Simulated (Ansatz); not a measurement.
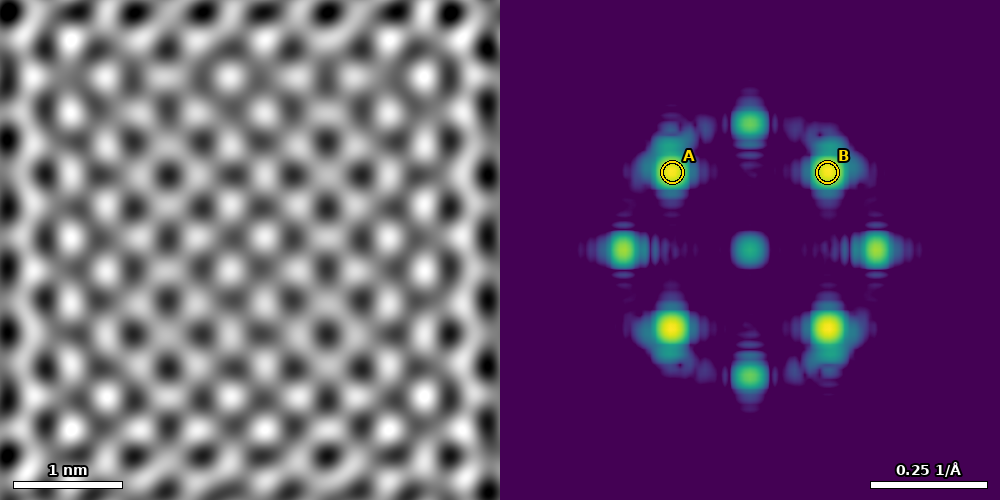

Phase-contrast TEM-like image of Ge (P4_32_12, No. 96) along [001]. Simulated in the weak-phase-object approximation with neutral-atom potentials: 80 kV, Cs = 1.20 mm, defocus −849 Å (negative is underfocus), defocus spread 20 Å, aperture 0.28 1/Å. Structure: the input geometry of an electronic-structure calculation (not necessarily at equilibrium).

The right panel is the modulus of the image's Fourier transform on a logarithmic scale.

a = 5.905 Å, b = 5.905 Å, c = 6.995 Å, α = 90.00°, β = 90.00°, γ = 90.00°

Index the marked spots and give their plane spacings (the zone axis points at the viewer; indices equivalent by symmetry, or all signs reversed, are as good).

A: (-1 -1 0), d = 4.18 Å; B: (-1 1 0), d = 4.18 Å. A and B enclose 90°, and every spot obeys the zone law hu + kv + lw = 0 for [001].
